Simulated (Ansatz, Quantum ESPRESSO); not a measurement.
# black phosphorene, 1 layer: the energy at a withheld member of a series

How the rows were computed: Quantum ESPRESSO 7.5, PBE, GBRV ultrasoft. Cell and atoms are first relaxed; each strained cell is then held and the atoms relax in it. A periodic run with 15 Å of vacuum in the starting cell gives the vacuum levels, and bands follow along a path. The series steps biaxial strain. Energies count from the lowest.

```
biaxial strain  energy (eV)
          -4 %       0.1400
          -3 %       0.0773
          -2 %       0.0340
          -1 %       0.0087
           0 %       0.0000
           1 %       0.0067
           2 %       0.0275
           3 %       0.0614
```

**Question.** What is the energy at 4 %?

By hand: The rows at 2 % and 3 % give a slope of (0.0614 − (0.0275))/(3 − (2)) = 0.0339, so a straight line gives 0.0953 eV. A parabola through these and the row at 1 % gives 0.1084 eV.

What the calculation gave: 0.1072 eV. The line misses by −0.0119 and the parabola by +0.0012 eV. The parabola does better.

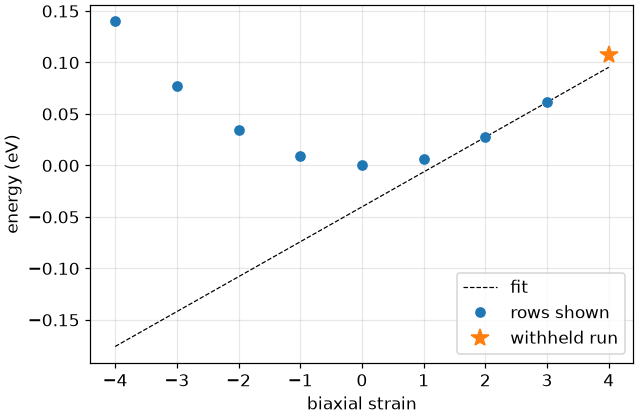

The rows shown, the fit and the withheld run.

Caveats: Semilocal gaps are too small; the 1×1 cell can't ripple over many cells under compression as a free sheet would. No spin-orbit coupling.

[Logs are printed without paths, hosts, clocks, repeated set-up lines and the standing remarks that a program may print on its own settings, such as how far it seeks lower states.]
